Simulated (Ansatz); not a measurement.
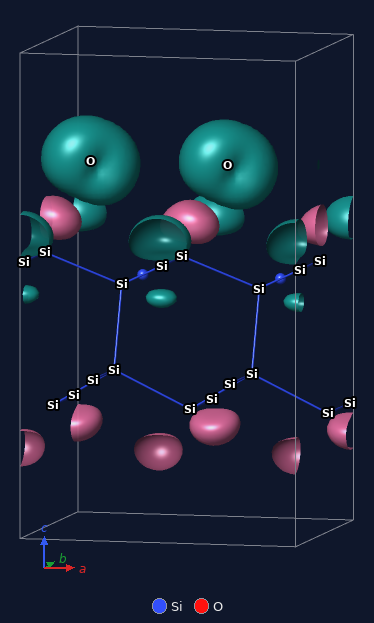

Figure 1: Si₈O (slab). Isosurfaces of the spin density at +0.02 (teal) and −0.02 e/Å³ (pink), seen slightly off an axis. Sticks mark near contacts.

A point of a scan over the structure, not its minimum; not relaxed (largest force 1.5 eV/Å); PAW files of the earlier set (soft_1); spin-polarised.

Level of theory: DFT PBE+D3(BJ), scalar-relativistic, plane waves, PAW (Ansatz 0.2.0).

The density is the valence pseudo-density of a PAW calculation; it isn't the true density close to the nuclei.

Q: Which atoms carry the moments, and with what signs?

A: The spin density sits on O: +1.5 μB in one cell of 9 atoms, with smaller moments on other sites: Si (up to +0.06 μB): a single local moment. The cell of the calculation (9 atoms) carries 1.5 μB of net spin moment.
